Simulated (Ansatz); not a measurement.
```
Zr Si O
1.0
     3.50439    0.00000    0.00000
     0.00000    3.50439    0.00000
     0.00000    0.00000   10.78730
Zr Si O
3 1 8
Direct
  0.00000 0.00000 0.50000
  0.50000 0.50000 0.24688
  0.50000 0.50000 0.75312
  0.00000 0.00000 0.00000
  0.00000 0.50000 0.07173
  0.00000 0.50000 0.59406
  0.00000 0.50000 0.34028
  0.00000 0.50000 0.84387
  0.50000 0.00000 0.15613
  0.50000 0.00000 0.65972
  0.50000 0.00000 0.40594
  0.50000 0.00000 0.92827
```

Space group P-4m2; a structure generated by program, which may or may not match a known phase.

Theory: DFT PBE, scalar-relativistic, plane waves, PAW (Ansatz 0.2.0).

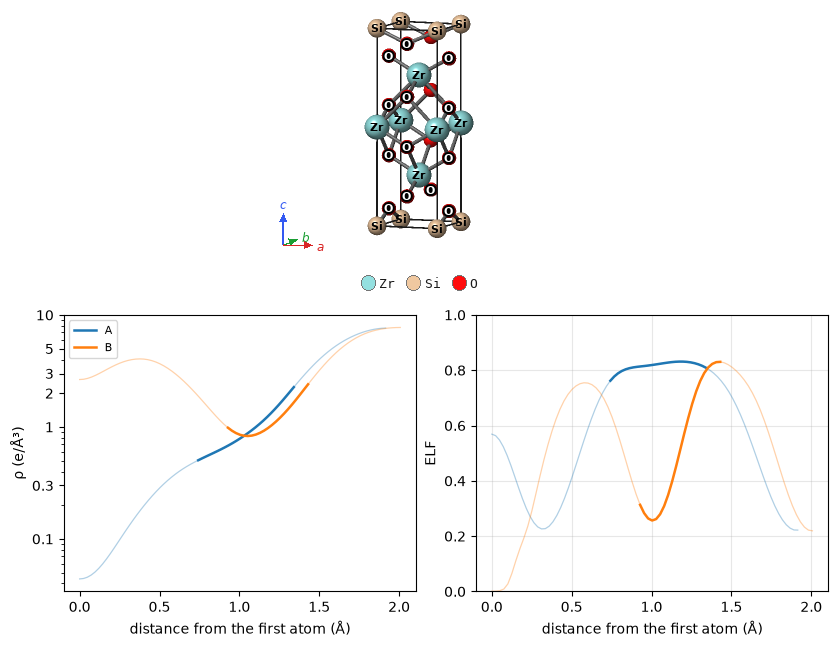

Zr3SiO8. Valence electron density and electron localisation function along straight lines between neighbouring atoms. Thin, pale parts lie inside the atomic spheres. The structure is drawn too.

In a PAW calculation such maps are meaningful between the atoms, not at the nuclei.

### Which curve belongs to which contact (Si–O and Zr–O)? The first atom named is at distance zero.

Curve A: Si–O (1.92 Å): the density is about 0.72 e/Å³ at the midpoint; the ELF peaks at about 0.85 between the atoms, as expected for a shared but strongly polarised pair. Curve B: Zr–O (2.01 Å): the density is about 0.85 e/Å³ at the midpoint; the ELF peaks at about 0.85 in the valence shell of O, 0.6 Å from its nucleus, and drops to about 0.25 between the two atoms; no shared electron pair shows on this line.
